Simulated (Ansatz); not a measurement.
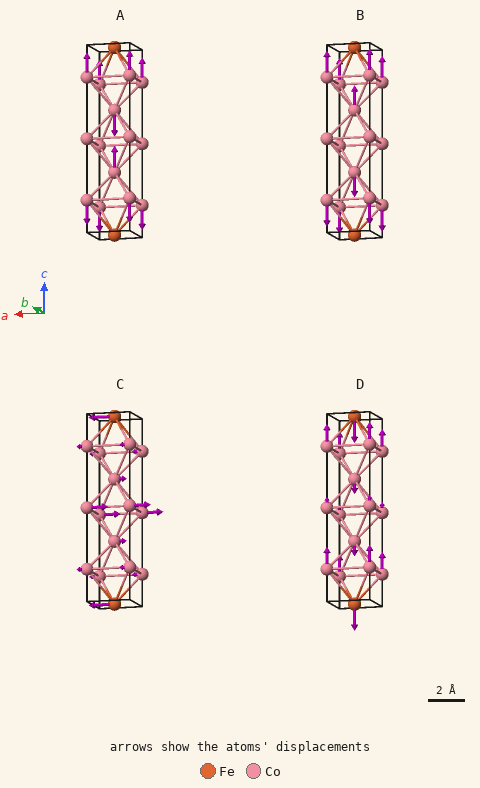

Four optical modes of solid FeCo₅ (a generated structure) at the zone centre, in no order (one member of each degenerate set). The purple arrows are the displacements of the atoms (eigenvector over the root of the mass), of arbitrary overall length and sign. The picture is a ball-and-stick view of the cell of the calculation, seen from a free direction.

Method: DFT PBE, scalar-relativistic, plane waves, PAW (Ansatz 0.2.0). Set-up: plane-wave cutoff 420 eV; k-point mesh 14 × 14 × 4; occupations gaussian; smearing width 0.2 eV; collinear spin.

The frequencies depend somewhat on the k-mesh and the smearing.

> Rank the modes by frequency, softest first.

C (117 cm⁻¹), B (154 cm⁻¹), A (244 cm⁻¹), D (286 cm⁻¹). C, E_u: The Fe and Co (2g) sublattices move against the Co (1b) and Co (2h) sublattices, along a; the kinetic energy is shared as Co 51 %, Fe 49 %. B, A₁g: The Fe and Co (1b) atoms stay at rest; all motion is along c; atoms of one kind move against one another, with no net shift of any sublattice. A, A₁g: The Fe and Co (1b) atoms stay at rest; all motion is along c; atoms of one kind move against one another, with no net shift of any sublattice. D, A₂u: The Fe and Co (2h) sublattices move against the Co (2g) and Co (1b) sublattices, along c; the kinetic energy is shared as Co 66 %, Fe 34 %. The crystal is metallic in this run.
